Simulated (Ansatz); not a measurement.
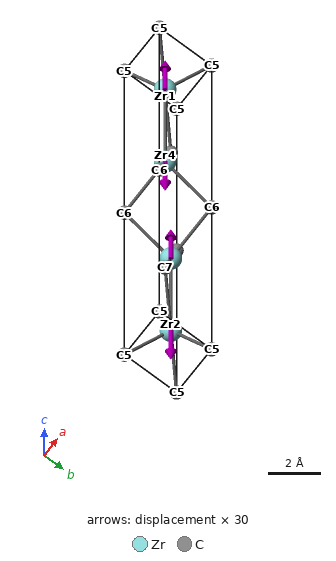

This is a relaxation of solid ZrC (a generated structure, set up in P6_3/mmc) (coarse preliminary run). The starting structure is drawn; purple arrows show the displacements (the part carried along by the change of the cell is left out), 30 times their true length.

The picture is a ball-and-stick view of the cell of the calculation, seen from a free direction.

These are results of DFT PBE, scalar-relativistic, plane waves, PAW in Ansatz 0.2.0, not measurements. Settings: plane-wave cutoff 420 eV; k-point mesh 6 × 6 × 2; occupations gaussian; smearing width 0.1 eV; no spin polarisation; cell and atoms relaxed; force threshold 0.04 eV/Å; at most 70 steps.

Atoms of which element are displaced furthest, and by how much?

Answer. Zirconium: up to 0.045 Å, against 0.000 Å for carbon.

What did the optimiser do to the structure, and how much energy did it gain?

Answer. After 5 accepted moves (6 points after the start) the energy has fallen by 3.958 eV per cell of the calculation. Largest force component: 0.74 eV/Å at the start, 0.029 eV/Å at the end. The pressure goes from −29.10 to −0.29 GPa. At 1 point the geometry stayed and the basis and grid were re-selected for the new cell (energy shift of 10.9 meV per cell of the calculation at most each time). The largest moves relative to the cell, 0.045 Å, are those of Zr atoms. C stays in place. Cell: a = b 3.426 → 3.313 Å (−3.3 %), c 13.128 → 11.373 Å (−13.4 %). Volume −19.0 %. Among the contacts that change: Zr–Zr 3.784 → 3.312 Å, Zr–Zr 3.339 → 2.982 Å, C–Zr 2.552 → 2.342 Å, C–Zr 2.588 → 2.425 Å. Bond angles that change, for instance: Zr–C–Zr 95.7° → 90.0°, Zr–C–Zr 84.3° → 90.0°, Zr–C–Zr 80.3° → 75.9°. The space group stays P6_3/mmc (No. 194).
